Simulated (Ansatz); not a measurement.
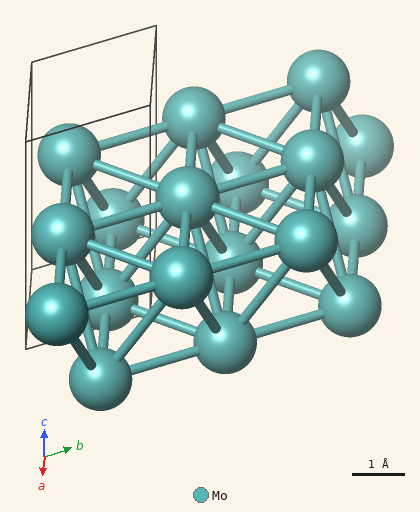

Crystalline Mo (a generated structure, set up in P6_3/mmc), before the relaxation. The picture is a ball-and-stick view of the cell of the calculation, repeated 3 × 3 × 1 with one cell outlined, seen from a free direction.

Case: Ru → Mo on all its sites, cell and atoms relaxed.

Computed with DFT PBE, scalar-relativistic, plane waves, PAW (Ansatz 0.2.0).

The input:
```yaml
crystal:
  lattice:
    - [2.7481324014, 0.0, 0.0]
    - [-1.3740662007, 2.3799524726, 0.0]
    - [0.0, 0.0, 4.9262818124]
  atoms:
    - { symbol: Mo, position: [0.3333333333, 0.6666666667, 0.25] }
    - { symbol: Mo, position: [0.6666666667, 0.3333333333, 0.75] }
basis:
  ecutwfc: 420
kpoints:
  mp_grid: { grid: [18, 18, 8] }
hamiltonian:
  xc: pbe
scf:
  occupations: { method: gaussian, width: 0.1 }
output:
  forces: true
  stress: true
  eigenvalues: true
relax:
  adjacent_minimum: "off"
  f_tol: 0.01
  max_steps: 60
  cell: { stress_tol: 0.1 }
```

Run as
```bash
ansatz run input.yaml --threads 1 --pin off --max-ram 2560MiB --backend cpu --events-out ev --progress --plain --runs-dir out
```

Q: Where does the relaxation end?

A: The atoms keep their places relative to the cell (all moves are under 0.005 Å). The drawn cell changes as follows: a = b 2.748 → 2.755 Å (+0.3 %), c 4.926 → 4.903 Å (−0.5 %); the volume changes by +0.1 %. Near-neighbour distances that change, for instance: Mo1–Mo2 2.930 → 2.922 Å, Mo1–Mo1 2.748 → 2.755 Å. The space group stays P6_3/mmc (No. 194). After 2 accepted moves (3 points after the start) the energy has fallen by 0.5 meV per atom. All forces vanish by symmetry, so only the cell relaxes. Pressure: 0.42 GPa at the start and 0.03 GPa at the end. At 1 point the geometry stayed and the basis and grid were re-selected for the new cell (energy shift of less than 0.05 meV per atom at most each time). Cost: 21 s on 1 thread of Intel(R) Xeon(R) Platinum 8488C (Sapphire Rapids) (shared host), peak memory 0.41 GiB.
